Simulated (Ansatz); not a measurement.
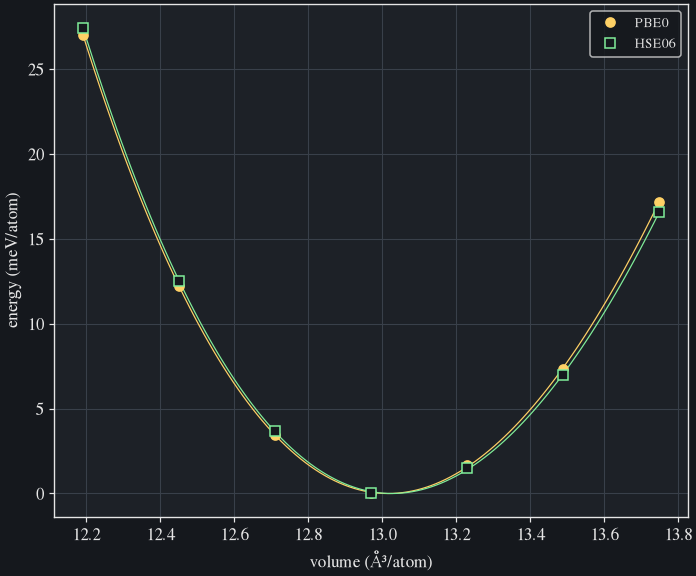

Caption: Energy against volume, with one curve for each functional, for CdO (space group Fm-3m).

The fitted equilibrium volumes, smallest first, are PBE0 13.016, HSE06 13.026 Å³/atom. The fitted bulk moduli, smallest first, are HSE06 146.0, PBE0 147.4 GPa.

Method: plane-wave DFT, no spin polarisation; energies at scaled volumes of the given cell, shape and fractions fixed, counted from the fit's minimum, third-order Birch-Murnaghan fit (Ansatz 0.2.0). All runs: no spin polarisation.

| setting | value |
| --- | --- |
| k mesh | 6×6×6 |
| occupations | Fermi–Dirac |
| smearing width | 0.05 eV |
| potentials | Ansatz PAW |
| wave cutoff | 420 eV |
| density cutoff | 1680 eV |
